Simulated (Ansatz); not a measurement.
System: Mo.

Input file:

```
crystal:
  lattice:
    - [2.738436984, 0.0, 0.0]
    - [-1.369218492, 2.3715559949, 0.0]
    - [0.0, 0.0, 4.9191062813]
  atoms:
    - { symbol: Mo, position: [0.3333333333, 0.6666666667, 0.25] }
    - { symbol: Mo, position: [0.6666666667, 0.3333333333, 0.75] }
hamiltonian:
  xc: r2scan
  pseudopotentials:
    kind: paw_fr
    azcp:
      Mo: "pseudopotentials/Mo.paw.azcp"
basis:
  ecutwfc: 500
  fft_grid_basis: typed
kpoints:
  mp_grid: { grid: [13, 13, 7], shift: [0, 0, 0] }
magnetization:
  noncollinear: true
  spin_orbit: true
scf:
  occupations: { method: fermi_dirac, width: 0.1 }
output:
  write_density: true
  write_potential: true
  elf: true
  volumetric_format: npy
```

Command:

```sh
ansatz run input.yaml --threads 1 --pin off --max-ram 3584MiB --backend cpu --events-out ev --progress --plain --runs-dir out
```

Below, planes, directions and counts refer to the conventional cell (a = 2.74 Å, b = 2.74 Å, c = 4.92 Å, α = 90.00°, β = 90.00°, γ = 120.00°).

Space group P6₃/mmc; set up as Mo, hcp; a generated structure, not necessarily the stable one.

Theory: DFT, r2SCAN, plane waves (500 eV) with PAW, fully relativistic with spin-orbit coupling (Ansatz).

What can the converged valence pseudo-density and electron localisation function tell about the bonding?

Answer. Mo–Mo (2.74 Å): ρ is about 0.38 e/Å³ halfway; the ELF is about 0.30 at the midpoint; no shared electron pair shows on this line.

Does the calculation make it a metal, or give it a gap?

Answer. It is metallic or semimetallic at this level of theory: no gap opens.

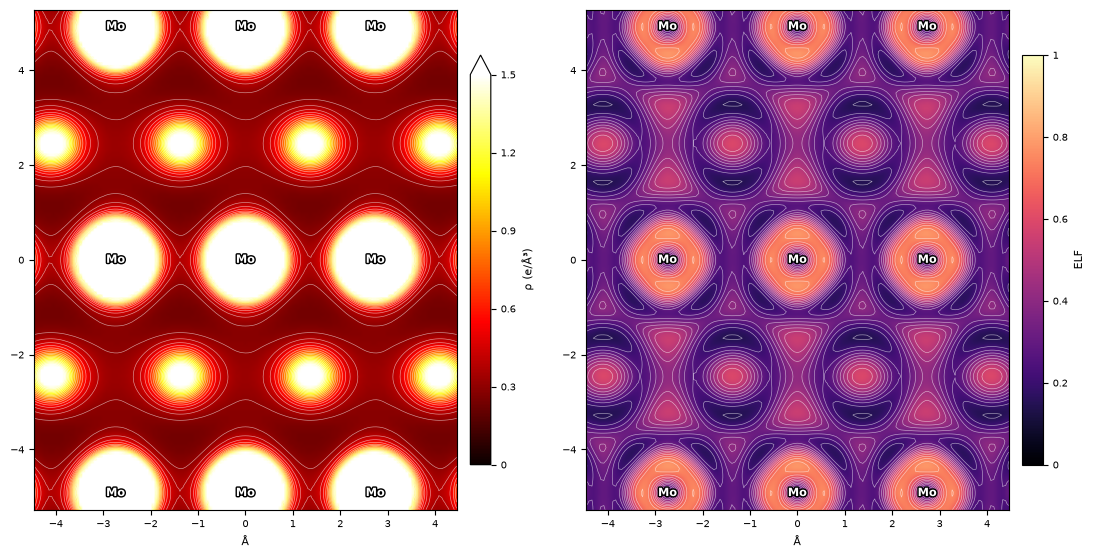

Computed valence pseudo-density and electron localisation function on the (100) plane of the conventional cell, in this order. Atoms just off the plane (Mo, 0.8 Å away) can leave unmarked features too.

Core electrons are frozen (PAW), and the valence fields are smoothed inside the atomic spheres.
